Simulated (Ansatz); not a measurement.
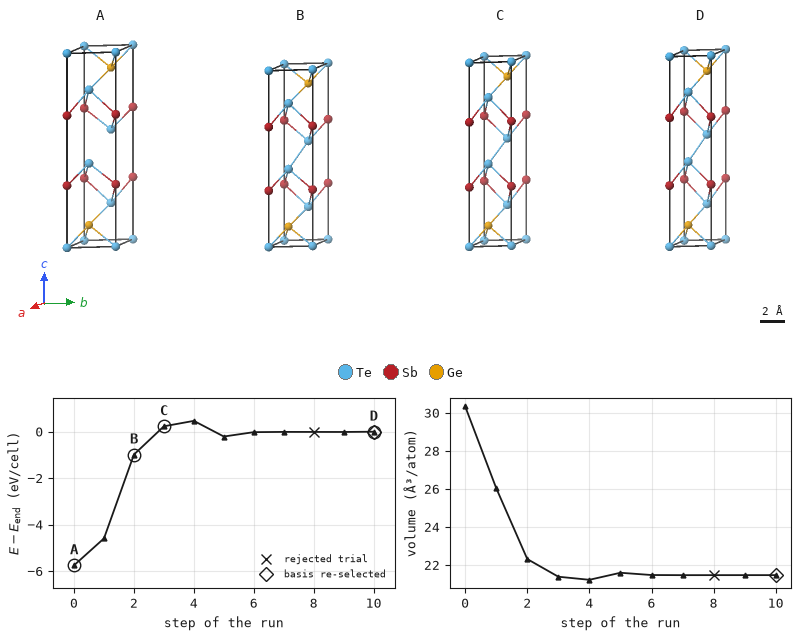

Frames of a relaxation of crystalline Ge2Sb2Te5 (set up in P-3m1), marked on the history of the run. The picture is a ball-and-stick view of the cell of the calculation, seen slightly off an axis.

The run lets cell and atoms move.

Theory: Kohn-Sham DFT of a periodic cell, PBE, Ansatz PAW in Ansatz.

The input:
```yaml
crystal:
  lattice:
    - [4.2940644248, 0.0, 0.0]
    - [-2.1470322124, 3.7187688774, 0.0]
    - [0.0, 0.0, 17.101346]
  atoms:
    - { symbol: Te, position: [0.6666666667, 0.3333333333, 0.419892] }
    - { symbol: Te, position: [0.3333333333, 0.6666666667, 0.580108] }
    - { symbol: Te, position: [0.3333333333, 0.6666666667, 0.201542] }
    - { symbol: Te, position: [0.6666666667, 0.3333333333, 0.798458] }
    - { symbol: Te, position: [0.0, 0.0, 0.0] }
    - { symbol: Sb, position: [0.0, 0.0, 0.320068] }
    - { symbol: Sb, position: [0.0, 0.0, 0.679932] }
    - { symbol: Ge, position: [0.6666666667, 0.3333333333, 0.102895] }
    - { symbol: Ge, position: [0.3333333333, 0.6666666667, 0.897105] }
hamiltonian:
  xc: pbe
  pseudopotentials: { kind: paw }
kpoints:
  mp_grid: { grid: [5, 5, 2] }
scf:
  occupations: { method: fermi_dirac, width: 0.05 }
output:
  forces: true
  stress: true
  eigenvalues: true
  write_density: true
  write_potential: true
  elf: true
  volumetric_format: npy
relax:
  f_tol: 0.01
  max_steps: 40
  cell: { stress_tol: 0.05, p_target: 30.0 }
```

Launched with:
```bash
ansatz run input.yaml --threads 4 --pin off --max-ram 11264MiB --backend cpu --events-out ev --progress --plain --runs-dir out
```

Question: What happens along the run?

Answer: The largest moves relative to the cell, 0.25 Å, are those of Te atoms. By element the largest moves are Te 0.25 Å, Sb 0.03 Å, Ge 0.03 Å. The drawn cell changes as follows: a = b 4.294 → 3.653 Å (−14.9 %), c 17.101 → 16.721 Å (−2.2 %); the volume changes by −29.2 %. Among the contacts that change: Te–Te 3.695 → 3.028 Å, Ge–Te 3.040 → 2.703 Å, Ge–Te 2.999 → 2.674 Å, Sb–Te 3.202 → 2.940 Å. New bonds form, among them: Te–Te (3.70 → 3.03 Å). Among the angles between lasting bonds that change: Te–Sb–Te 91.0° → 80.3°, Sb–Te–Sb 91.0° → 80.3°, Te–Sb–Te 92.3° → 101.4°. The space group stays P-3m1 (No. 164). After 8 accepted moves (10 points after the start) the energy has risen by 5.749 eV per cell of the calculation. With the target pressure of 30 GPa, the enthalpy E + pV changes by −9.200 eV per cell of the calculation. The largest force component goes from 0.12 to 0.0031 eV/Å. The pressure goes from 0.30 to 29.99 GPa. The line search rejected the trial step at point 8 of the run. The SCF was repeated once at an unchanged geometry on a basis and grid sized afresh for the cell, which shifted the energy by 11.1 meV per cell of the calculation at most. The run took 54 s on 4 threads of Arm Neoverse V1 (shared host), peak memory 0.94 GiB. From step 0 to 2: Te atoms move most (0.12 Å), volume −26.5 %, energy +4.766 eV per cell of the calculation. From step 2 to 3: Te atoms move most (0.15 Å), volume −4.2 %, energy +1.216 eV per cell of the calculation. From step 3 to 10: Te atoms move most (0.03 Å), volume +0.4 %, energy −0.233 eV per cell of the calculation.

| step | E − E(0), meV/atom | largest force component, eV/Å | pressure, GPa | volume, Å³/atom | note |
| --- | --- | --- | --- | --- | --- |
| 0 | 0.00 | 0.1175 | 0.30 | 30.343 |  |
| 1 | 128.73 | 0.8779 | 10.79 | 26.043 |  |
| 2 | 529.53 | 1.0382 | 27.66 | 22.317 |  |
| 3 | 664.66 | 0.3763 | 31.49 | 21.388 |  |
| 4 | 690.62 | 0.3123 | 30.95 | 21.226 |  |
| 5 | 615.79 | 0.1408 | 29.44 | 21.596 |  |
| 6 | 636.66 | 0.0692 | 29.94 | 21.477 |  |
| 7 | 637.86 | 0.0115 | 30.02 | 21.471 |  |
| 8 | 636.34 | 0.0070 | 29.94 | 21.479 | rejected |
| 9 | 637.55 | 0.0032 | 30.00 | 21.472 |  |
| 10 | 638.78 | 0.0031 | 29.99 | 21.472 | same geometry, new basis |
